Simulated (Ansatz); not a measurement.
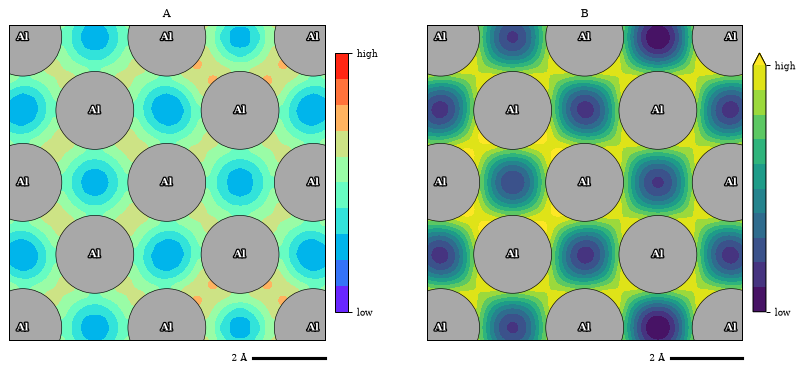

Al (cell with a defect): 2 fields on the (100) plane of the calculation cell, with unlabelled colour scales. Grey discs cover the atomic cores.

Computed without spin polarisation; PAW files of the earlier set (soft_1).

Theory: DFT r2SCAN, scalar-relativistic, plane waves, PAW in Ansatz.

Which field does each panel show? The fields are: electron localisation function and valence pseudo-density.

Answer. Panel A: electron localisation function. Panel B: valence pseudo-density. From the grid: Al–Al (2.87 Å): ρ is about 0.2 e/Å³ halfway; the ELF peaks at about 0.60 between the atoms. Al–Al (2.87 Å): the density is about 0.2 e/Å³ at the midpoint; the ELF peaks at about 0.60 between the atoms.
